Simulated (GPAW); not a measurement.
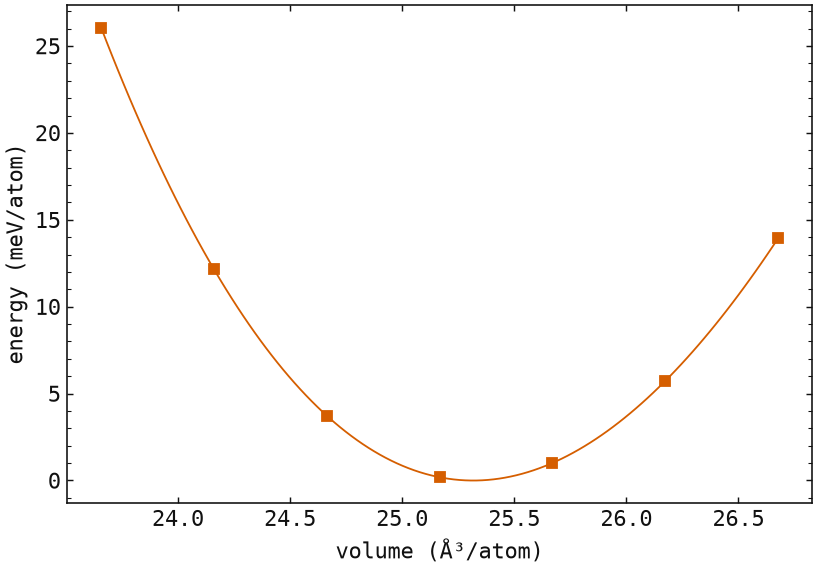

The plot gives the computed energy against volume for InP, space group F-43m (No. 216).

The given structure:
```xyz
2
Lattice="0.0000 2.9305 2.9305 2.9305 0.0000 2.9305 2.9305 2.9305 0.0000" Properties=species:S:1:pos:R:3 pbc="T T T"
In    0.0000    0.0000    0.0000
P     4.3957    4.3957    4.3957
```

How it was computed, with GPAW 26.7.0: PAW DFT in plane waves, on a grid or in atomic orbitals, no spin polarisation; energies at scaled volumes of the given cell, shape and fractions fixed, counted from the fit's minimum, third-order Birch-Murnaghan fit. Level: PBEsol.

```
         setting                                                value
          k mesh                                                8×8×8
     occupations                                          Fermi–Dirac
  smearing width                                              0.05 eV
      potentials  PAW data sets made by gpaw setup for the functional
     wave cutoff                                               600 eV
program settings                                             basis pw
```

This calculation gives: equilibrium volume 25.32 Å³/atom and bulk modulus 67.5 GPa.

Now P is replaced by As on all its sites, which gives InAs in the same structure. How do these quantities change?

The equilibrium volume rises from 25.32 to 28.12 Å³/atom (+11 %) and the bulk modulus falls from 67.5 to 56.4 GPa (−16 %).

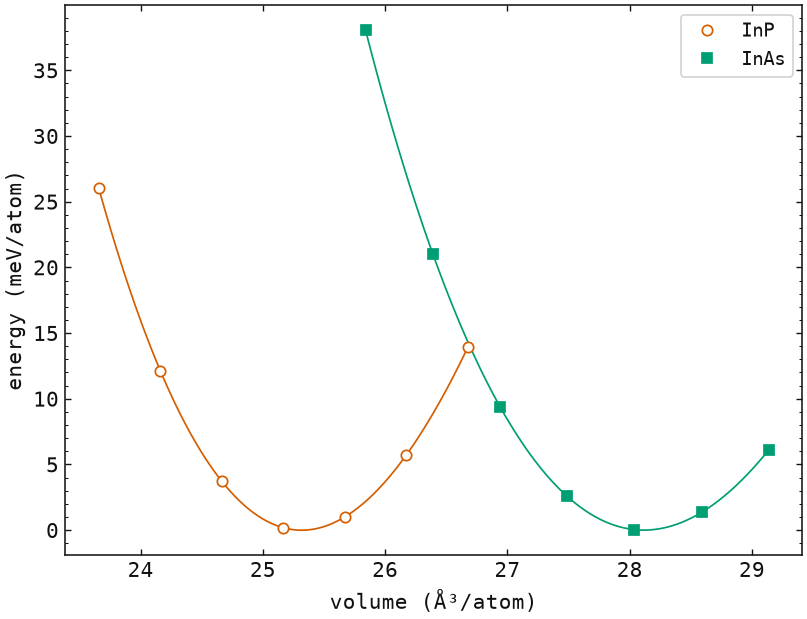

The two results together.

V0 and the bulk modulus come from third-order Birch–Murnaghan fits.
